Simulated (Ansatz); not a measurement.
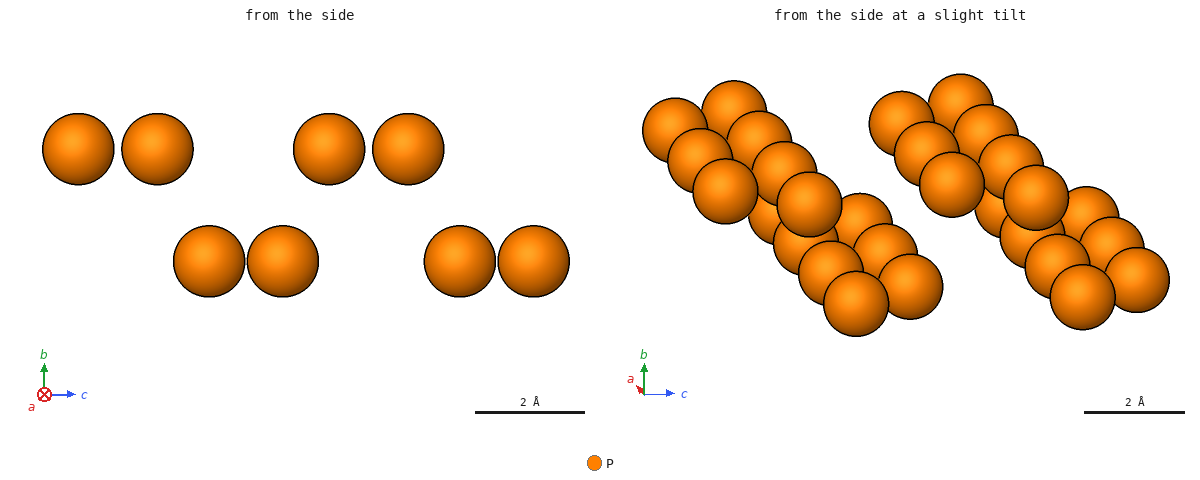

A spheres-only picture of a periodic sheet, seen from the side and from the side at a slight tilt. The surface normal points up in side views; the vacuum is left out. 3×2 cells are drawn in the plane, with atoms at the edges repeated.

The cell holds 4 P.

Q: How far apart are the outermost atoms along the normal?

A: About 2.1 Å from the lowest to the highest atom.

Q: Give the sequence of planes from the top.

A: Two planes: P / P.

The structure was taken from a structure listed in the Materials Project. The cell was then strained or its atoms displaced on purpose. Ansatz was used for an electronic-structure calculation on it.

At this level of theory the run's own cell isn't at rest (forces up to 1.7 eV/Å), so its distances can differ from those at equilibrium, the more so the softer the solid.
